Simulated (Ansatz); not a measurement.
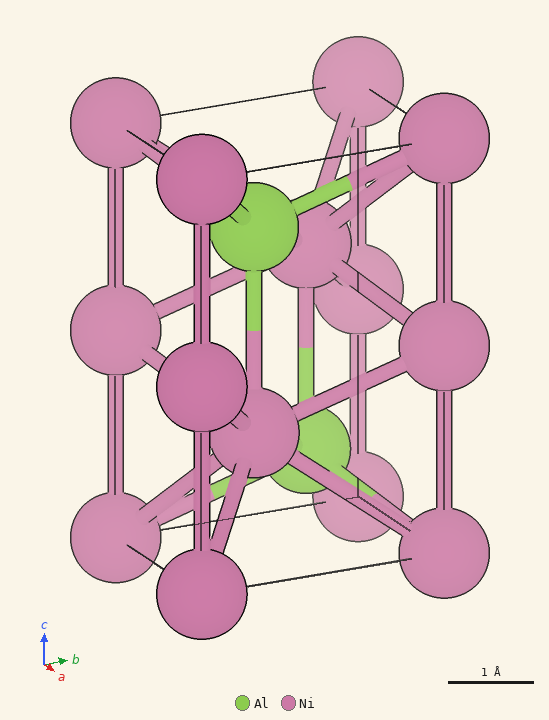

Ball-and-stick representation of a periodic structure, projected slightly off an axis. The edges of the conventional unit cell are marked. Cell: a = 4.02 Å, b = 4.02 Å, c = 4.97 Å, α = 90.00°, β = 90.00°, γ = 120.00°.

The model was built from a structure listed in the Materials Project. Earlier steps of the study may have refined or changed the cell and positions. It was run through Ansatz as a DFT input.

Characterise what is shown.

Answer. The formula is AlNi2. Space group P-3m1 (No. 164), lattice primitive hexagonal. Counting shared atoms by their share gives 2 Al, 4 Ni, or 6 atoms. By contacts within bonding range, the coordination numbers are Al 8 and Ni 8 to 14 (mean 11.0).

Results below were computed with Ansatz 0.2.0, DFT PBEsol, scalar-relativistic, plane waves, PAW; the settings were plane-wave cutoff 420 eV, k-points on a 12×12×8 grid, Gaussian smearing of 0.1 eV, no spin polarisation (a spin-restricted run, not always the ground state).

What is the electronic character?

Answer. A metal: bands cross the Fermi level.

What net charge does each kind of atom have (Bader)?

Answer. Al +1.76 e; Ni -1.15 to -0.26 e.

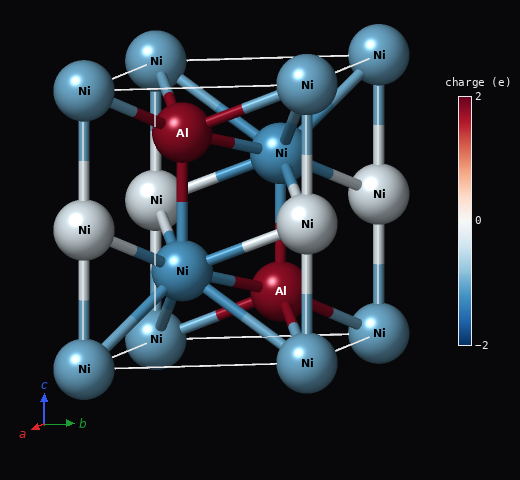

The atoms coloured by those charges. The run's cell of 6 atoms is drawn.

Are forces and stress small enough to call this relaxed?

Answer. No. The largest force is 0.04 eV/Å, on Al. The pressure is -6.6 GPa, so the cell would contract.
